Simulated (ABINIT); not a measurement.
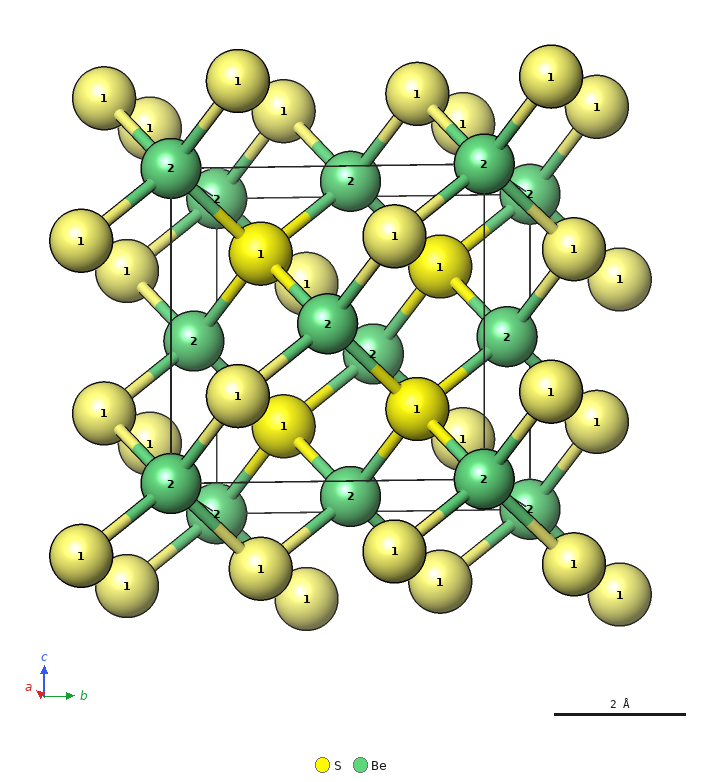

*The input geometry (ball-and-stick view of the cell 4 times as large as that of the calculation, set on its symmetry axes, seen at an oblique angle; neighbours outside the cell are drawn fainter; atoms are numbered from 1 in the order of the input).*

Near neighbours in the crystal (not all of them lie inside the picture): S has 4 Be at 2.10 Å; Be has 4 S at 2.10 Å.

**Geometry relaxation of BeS (part 1 of 2)**

BeS (F-43m, 2 atoms in the cell), computed with Kohn-Sham DFT of a periodic cell, PBE, PseudoDojo NC SR PBE v0.4.1 standard, no spin polarisation (ABINIT 10.8.3).

The structure derives from an entry of the Crystallography Open Database.

Input:
```
# Pseudopotentials
pp_dirpath "./"
pseudos "S.upf, Be.upf"

# Structure
acell 3.4294678888 3.4294678888 3.4294678888 Angstrom
rprim
     0.0000000000     0.7071067812     0.7071067812
     0.7071067812     0.0000000000     0.7071067812
     0.7071067812     0.7071067812     0.0000000000
ntypat 2
znucl 16 4
natom 2
typat 1 2
chkprim 0
chksymtnons 0
tolsym 1.0e-6
xred
            3/4            3/4            3/4
            0.0            0.0            0.0

# Plane-wave basis
ecut 44.0
ecutsm 0.5

# k points
kptopt 1
ngkpt 7 7 7
nshiftk 1
shiftk 0.0 0.0 0.0

# Exchange and correlation
ixc 11

# Bands and occupations
nband 9
occopt 3
tsmear 0.00183747

# SCF cycle
nstep 80
tolvrs 1.0e-12

# Output
iomode 3
prteig 0
prtebands 0
prtwf 0
prtden 0

# Relaxation
ionmov 2
optcell 2
ntime 50
tolmxf 2.0e-5
dilatmx 1.08
```

Hardware: 1 thread of Intel Xeon (Sapphire Rapids), 64 GiB of memory available, shared host.

Command:
```bash
abinit run.abi > log 2>&1
```

What the program printed:
```
.Version 10.8.3 of ABINIT
 Symmetries : space group F-4 3 m (#216); Bravais cF (face-center cubic)
================================================================================
 Values of the parameters that define the memory need of the present run
     intxc =       0    ionmov =       2      iscf =       7    lmnmax =       6
     lnmax =       6     mgfft =      45  mpssoang =       3    mqgrid =    3001
     natom =       2  nloc_mem =       1    nspden =       1   nspinor =       1
    nsppol =       1      nsym =      24    n1xccc =    2501    ntypat =       2
    occopt =       3   xclevel =       2
       mpw =        3404          nfft =       91125          nkpt =          20
================================================================================
================================================================================

--------------------------------------------------------------------------------
------------- Echo of variables that govern the present computation ------------
--------------------------------------------------------------------------------
 -outvars: echo values of preprocessed input variables --------
            acell      6.4807550674E+00  6.4807550674E+00  6.4807550674E+00 Bohr
              amu      3.20660000E+01  9.01218200E+00
          chkprim           0
      chksymtnons           0
          dilatmx      1.08000000E+00
             ecut      4.40000000E+01 Hartree
           ecutsm      5.00000000E-01 Hartree
           ionmov           2
              ixc          11
         kptrlatt        7    0    0      0    7    0      0    0    7
          kptrlen      4.53652855E+01
            natom           2
            nband           9
            ngfft          45      45      45
             nkpt          20
            nstep          80
             nsym          24
            ntime          50
           ntypat           2
           occopt           3
          optcell           2
           prtden           0
        prtebands           0
           prteig           0
            prtwf           0
            rprim      0.0000000000E+00  7.0710678120E-01  7.0710678120E-01
                       7.0710678120E-01  0.0000000000E+00  7.0710678120E-01
                       7.0710678120E-01  7.0710678120E-01  0.0000000000E+00
          spgroup         216
           tolmxf      2.00000000E-05
           tolsym      1.00000000E-06
           tolvrs      1.00000000E-12
           tsmear      1.83747000E-03 Hartree
            typat      1  2
           xangst      3.6375000001E+00  3.6375000001E+00  3.6375000001E+00
                       0.0000000000E+00  0.0000000000E+00  0.0000000000E+00
            xcart      6.8738787832E+00  6.8738787832E+00  6.8738787832E+00
                       0.0000000000E+00  0.0000000000E+00  0.0000000000E+00
             xred      7.5000000000E-01  7.5000000000E-01  7.5000000000E-01
                       0.0000000000E+00  0.0000000000E+00  0.0000000000E+00
            znucl       16.00000    4.00000

================================================================================

 chkinp: Checking input parameters for consistency.

================================================================================
== DATASET  1 ==================================================================

--- !DatasetInfo
iteration_state: {dtset: 1, }
dimensions: {natom: 2, nkpt: 20, mband: 9, nsppol: 1, nspinor: 1, nspden: 1, mpw: 3404, }
cutoff_energies: {ecut:  44.0, pawecutdg:  -1.0, }
electrons: {nelect:   1.00000000E+01, charge:   0.00000000E+00, occopt:   3.00000000E+00, tsmear:   1.83747000E-03, }
meta: {optdriver: 0, ionmov: 2, optcell: 2, iscf: 7, paral_kgb: 0, }
...

 Exchange-correlation functional for the present dataset will be:
  GGA: Perdew-Burke-Ernzerhof functional - ixc=11
  J.P.Perdew, K.Burke, M.Ernzerhof, PRL 77, 3865 (1996)

 Real(R)+Recip(G) space primitive vectors, cartesian coordinates (Bohr,Bohr^-1):
 R(1)=  0.0000000  4.5825859  4.5825859  G(1)= -0.1091087  0.1091087  0.1091087
 R(2)=  4.5825859  0.0000000  4.5825859  G(2)=  0.1091087 -0.1091087  0.1091087
 R(3)=  4.5825859  4.5825859  0.0000000  G(3)=  0.1091087  0.1091087 -0.1091087
 Unit cell volume ucvol=  1.9246946E+02 bohr^3
 Angles (23,13,12)=  6.00000000E+01  6.00000000E+01  6.00000000E+01 degrees

 getcut: wavevector=  0.0000  0.0000  0.0000  ngfft=  45  45  45
         ecut(hartree)=     51.322   => boxcut(ratio)=   2.10529

--- Pseudopotential description ------------------------------------------------
- pspini: atom type   1  psp file is ./S.upf
  16.00000   6.00000  171031                  znucl, zion, pspdat
12 -101130 2 -1 1146                          pspcod,pspxc,lmax,lloc,mmax
     nproj     2     2     2

- pspini: atom type   2  psp file is ./Be.upf
   4.00000   4.00000  171031                  znucl, zion, pspdat
12 -101130 1 -1 1358                          pspcod,pspxc,lmax,lloc,mmax
     nproj     2     2     0

   1.21159927E+02                                ecore*ucvol(ha*bohr**3)
--------------------------------------------------------------------------------

================================================================================

=== [ionmov= 2] Broyden-Fletcher-Goldfarb-Shanno method (forces)
================================================================================

--- Iteration: ( 1/50) Internal Cycle: (1/1)
--------------------------------------------------------------------------------

---SELF-CONSISTENT-FIELD CONVERGENCE--------------------------------------------

--- !BeginCycle
iteration_state: {dtset: 1, itime: 1, icycle: 1, }
solver: {iscf: 7, nstep: 80, nline: 4, wfoptalg: 0, }
tolerances: {tolvrs: 1.00E-12, }
...

     iter   Etot(hartree)      deltaE(h)  residm     vres2
 ETOT  1  -25.055339245487    -2.506E+01 6.418E-02 3.774E+01
 ETOT  2  -25.069756800286    -1.442E-02 5.950E-04 4.513E+00
 ETOT  3  -25.070099096184    -3.423E-04 2.316E-04 1.493E-01
 ETOT  4  -25.070106851005    -7.755E-06 8.636E-06 3.781E-03
 ETOT  5  -25.070107000460    -1.495E-07 3.407E-06 1.066E-04
 ETOT  6  -25.070107002746    -2.285E-09 2.325E-07 1.307E-06
 ETOT  7  -25.070107002774    -2.875E-11 6.393E-08 6.549E-09
 ETOT  8  -25.070107002774    -8.882E-14 7.073E-09 2.176E-11
 ETOT  9  -25.070107002775    -1.705E-13 1.223E-09 2.661E-13

 At SCF step    9       vres2   =  2.66E-13 < tolvrs=  1.00E-12 =>converged.

 Cartesian components of stress tensor (hartree/bohr^3)
  sigma(1 1)= -5.84898419E-05  sigma(3 2)=  0.00000000E+00
  sigma(2 2)= -5.84898419E-05  sigma(3 1)=  0.00000000E+00
  sigma(3 3)= -5.84898419E-05  sigma(2 1)=  0.00000000E+00

--- !ResultsGS
iteration_state: {dtset: 1, itime: 1, icycle: 1, }
comment   : Summary of ground state results
lattice_vectors:
- [  0.0000000,   4.5825859,   4.5825859, ]
- [  4.5825859,   0.0000000,   4.5825859, ]
- [  4.5825859,   4.5825859,   0.0000000, ]
lattice_lengths: [   6.48076,    6.48076,    6.48076, ]
lattice_angles: [ 60.000,  60.000,  60.000, ] # degrees, (23, 13, 12)
lattice_volume:   1.9246946E+02
convergence: {deltae: -1.705E-13, res2:  2.661E-13, residm:  1.223E-09, diffor: null, }
etotal    :  -2.50701070E+01
entropy   :   0.00000000E+00
fermie    :   2.00082474E-01
cartesian_stress_tensor: # hartree/bohr^3
- [ -5.84898419E-05,   0.00000000E+00,   0.00000000E+00, ]
- [  0.00000000E+00,  -5.84898419E-05,   0.00000000E+00, ]
- [  0.00000000E+00,   0.00000000E+00,  -5.84898419E-05, ]
pressure_GPa:   1.7208E+00
xred      :
- [  7.5000E-01,   7.5000E-01,   7.5000E-01,  S]
- [  0.0000E+00,   0.0000E+00,   0.0000E+00, Be]
cartesian_forces: # hartree/bohr
- [  2.93791028E-29,   2.93791028E-29,  -8.81373085E-29, ]
- [ -2.93791028E-29,  -2.93791028E-29,   8.81373085E-29, ]
force_length_stats: {min:   9.74394608E-29, max:   9.74394608E-29, mean:   9.74394608E-29, }
...

 Integrated electronic density in atomic spheres:
 ------------------------------------------------
 Atom  Sphere_radius  Integrated_density
    1        2.00000          4.03791700
    2        2.00000          3.16854819

---OUTPUT-----------------------------------------------------------------------

 Cartesian coordinates (xcart) [bohr]
  6.87387878321102E+00  6.87387878321102E+00  6.87387878321102E+00
  0.00000000000000E+00  0.00000000000000E+00  0.00000000000000E+00
 Reduced coordinates (xred)
  7.50000000000000E-01  7.50000000000000E-01  7.50000000000000E-01
  0.00000000000000E+00  0.00000000000000E+00  0.00000000000000E+00
 Cartesian forces (fcart) [Ha/bohr]; max,rms= 8.81373E-29 5.62567E-29 (free atoms)
  2.93791028479909E-29  2.93791028479909E-29 -8.81373085439727E-29
 -2.93791028479909E-29 -2.93791028479909E-29  8.81373085439727E-29
 Gradient of E wrt nuclear positions in reduced coordinates (gred)
  2.69264522315439E-28  2.69264522315439E-28 -2.69264522315439E-28
 -2.69264522315439E-28 -2.69264522315439E-28  2.69264522315439E-28
 Scale of Primitive Cell (acell) [bohr]
  6.48075506742717E+00  6.48075506742717E+00  6.48075506742717E+00
 Real space primitive translations (rprimd) [bohr]
  0.00000000000000E+00  4.58258585547401E+00  4.58258585547401E+00
  4.58258585547401E+00  0.00000000000000E+00  4.58258585547401E+00
  4.58258585547401E+00  4.58258585547401E+00  0.00000000000000E+00
 Unitary Cell Volume (ucvol) [Bohr^3]=  1.92469459416274E+02
 Angles (23,13,12)= [degrees]
  6.00000000000000E+01  6.00000000000000E+01  6.00000000000000E+01
 Lengths [Bohr]
  6.48075506755046E+00  6.48075506755046E+00  6.48075506755046E+00
 Stress tensor in cartesian coordinates (strten) [Ha/bohr^3]
 -5.84898418883851E-05  0.00000000000000E+00  0.00000000000000E+00
  0.00000000000000E+00 -5.84898418883846E-05  0.00000000000000E+00
  0.00000000000000E+00  0.00000000000000E+00 -5.84898418883842E-05
 Total energy (etotal) [Ha]= -2.50701070027745E+01

--- Iteration: ( 2/50) Internal Cycle: (1/1)
--------------------------------------------------------------------------------

---SELF-CONSISTENT-FIELD CONVERGENCE--------------------------------------------

--- !BeginCycle
iteration_state: {dtset: 1, itime: 2, icycle: 1, }
solver: {iscf: 7, nstep: 80, nline: 4, wfoptalg: 0, }
tolerances: {tolvrs: 1.00E-12, }
...

     iter   Etot(hartree)      deltaE(h)  residm     vres2
 ETOT  1  -25.070131905602    -2.507E+01 1.909E-07 5.077E-01
 ETOT  2  -25.070156253547    -2.435E-05 1.495E-07 3.020E-02
 ETOT  3  -25.070157296959    -1.043E-06 8.194E-08 2.171E-03
 ETOT  4  -25.070157376382    -7.942E-08 2.948E-08 1.497E-04
 ETOT  5  -25.070157382568    -6.186E-09 1.317E-09 2.951E-06
 ETOT  6  -25.070157382658    -9.022E-11 1.596E-10 5.961E-08
 ETOT  7  -25.070157382660    -1.524E-12 1.509E-11 1.945E-09
 ETOT  8  -25.070157382660     2.061E-13 3.727E-12 1.539E-11
 ETOT  9  -25.070157382659     1.091E-12 4.063E-13 8.170E-14

 At SCF step    9       vres2   =  8.17E-14 < tolvrs=  1.00E-12 =>converged.

 Cartesian components of stress tensor (hartree/bohr^3)
  sigma(1 1)= -4.08646894E-05  sigma(3 2)=  0.00000000E+00
  sigma(2 2)= -4.08646894E-05  sigma(3 1)=  0.00000000E+00
  sigma(3 3)= -4.08646894E-05  sigma(2 1)=  0.00000000E+00

--- !ResultsGS
iteration_state: {dtset: 1, itime: 2, icycle: 1, }
comment   : Summary of ground state results
lattice_vectors:
- [  0.0000000,   4.5906269,   4.5906269, ]
- [  4.5906269,   0.0000000,   4.5906269, ]
- [  4.5906269,   4.5906269,   0.0000000, ]
lattice_lengths: [   6.49213,    6.49213,    6.49213, ]
lattice_angles: [ 60.000,  60.000,  60.000, ] # degrees, (23, 13, 12)
lattice_volume:   1.9348441E+02
convergence: {deltae:  1.091E-12, res2:  8.170E-14, residm:  4.063E-13, diffor: null, }
etotal    :  -2.50701574E+01
entropy   :   0.00000000E+00
fermie    :   1.96756458E-01
cartesian_stress_tensor: # hartree/bohr^3
- [ -4.08646894E-05,   0.00000000E+00,   0.00000000E+00, ]
- [  0.00000000E+00,  -4.08646894E-05,   0.00000000E+00, ]
- [  0.00000000E+00,   0.00000000E+00,  -4.08646894E-05, ]
pressure_GPa:   1.2023E+00
xred      :
- [  7.5000E-01,   7.5000E-01,   7.5000E-01,  S]
- [  9.6165E-30,   9.6165E-30,  -1.6028E-29, Be]
cartesian_forces: # hartree/bohr
- [  2.93276418E-29,   2.93276418E-29,  -8.79829253E-29, ]
- [ -2.93276418E-29,  -2.93276418E-29,   8.79829253E-29, ]
force_length_stats: {min:   9.72687838E-29, max:   9.72687838E-29, mean:   9.72687838E-29, }
...

 Integrated electronic density in atomic spheres:
 ------------------------------------------------
 Atom  Sphere_radius  Integrated_density
    1        2.00000          4.01708996
    2        2.00000          3.16728416

---OUTPUT-----------------------------------------------------------------------
```
